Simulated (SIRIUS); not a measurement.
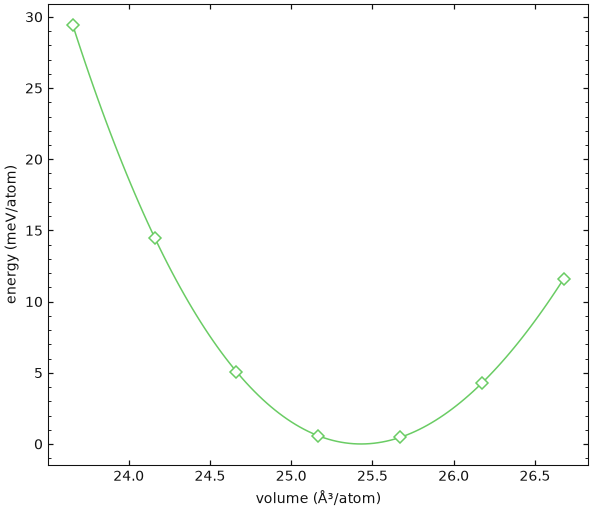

Plotted: energy against volume for InP, space group F-43m (No. 216).

The given structure:
```
In P
1.0
     0.00000    2.93050    2.93050
     2.93050    0.00000    2.93050
     2.93050    2.93050    0.00000
In P
1 1
Cartesian
  0.0000 0.0000 0.0000
  4.3957 4.3957 4.3957
```

Calculation (SIRIUS 7.12.0): plane-wave DFT, no spin polarisation; energies at scaled volumes of the given cell, shape and fractions fixed, counted from the fit's minimum, third-order Birch-Murnaghan fit. Level: PBEsol.

k mesh 8×8×8; occupations Fermi–Dirac; smearing width 0.05 eV; potentials dojo sr pbesol 0.4.1 standard; wave cutoff 960 eV; density cutoff 3840 eV.

This calculation gives: equilibrium volume 25.43 Å³/atom and bulk modulus 66.5 GPa.

Now In is replaced by B on all its sites, which gives BP in the same structure. The second calculation uses wave cutoff 1053.625 eV. What happens?

The equilibrium volume falls from 25.43 to 11.55 Å³/atom (−55 %) and the bulk modulus rises from 66.5 to 168.8 GPa (+154 %).

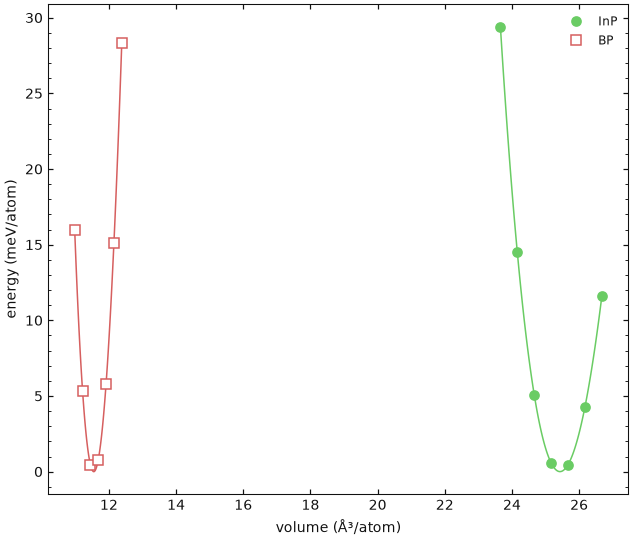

The two results together.

V0 and the bulk modulus come from third-order Birch–Murnaghan fits.
